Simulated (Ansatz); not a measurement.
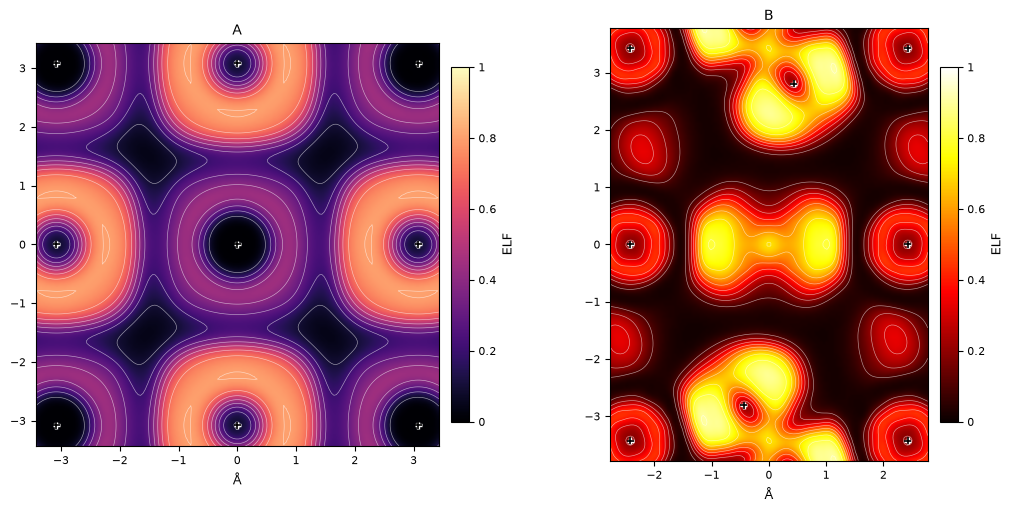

The ELF of 2 systems, each on a plane through atoms (crosses mark nuclei in the plane).

All numbers below come from Kohn-Sham DFT of a periodic cell, BLYP with D3(BJ), Ansatz PAW (Ansatz 0.2.0).

System 1: PbSe, the (010) plane of the conventional cell. Space group Fm-3m.

```yaml
crystal:
  lattice:
    - [6.15873, 0.00000, 0.00000]
    - [0.00000, 6.15873, 0.00000]
    - [0.00000, 0.00000, 6.15873]
  atoms:
    - { symbol: Pb, position: [0.00000, 0.00000, 0.00000] }
    - { symbol: Pb, position: [0.50000, 0.50000, 0.00000] }
    - { symbol: Pb, position: [0.50000, 0.00000, 0.50000] }
    - { symbol: Pb, position: [0.00000, 0.50000, 0.50000] }
    - { symbol: Se, position: [0.50000, 0.00000, 0.00000] }
    - { symbol: Se, position: [0.00000, 0.50000, 0.00000] }
    - { symbol: Se, position: [0.00000, 0.00000, 0.50000] }
    - { symbol: Se, position: [0.50000, 0.50000, 0.50000] }
```

System 2: MgO₂, the (011) plane of the conventional cell. Space group Pa-3; a structure from a database of computed crystals, not necessarily the ambient phase.

```
CELL_PARAMETERS angstrom
4.84508 0.00000 0.00000
0.00000 4.84508 0.00000
0.00000 0.00000 4.84508
ATOMIC_POSITIONS crystal
Mg 0.00000 0.00000 0.00000
Mg 0.50000 0.00000 0.50000
Mg 0.50000 0.50000 0.00000
Mg 0.00000 0.50000 0.50000
O 0.59017 0.90983 0.09017
O 0.90983 0.09017 0.59017
O 0.09017 0.59017 0.90983
O 0.40983 0.40983 0.40983
O 0.59017 0.59017 0.59017
O 0.90983 0.40983 0.09017
O 0.09017 0.90983 0.40983
O 0.40983 0.09017 0.90983
```

**Match each panel to its system.**

Panel A is system 1, PbSe: the plane holds Pb and Se. Pb–Se (3.08 Å): the ELF is about 0.25 at the midpoint. Panel B is system 2, MgO₂: the plane holds Mg and O. Mg–O (2.08 Å): the ELF peaks at about 0.90 in the valence shell of O, 0.8 Å from its nucleus, and is about 0.40 at the midpoint: a largely ionic contact.
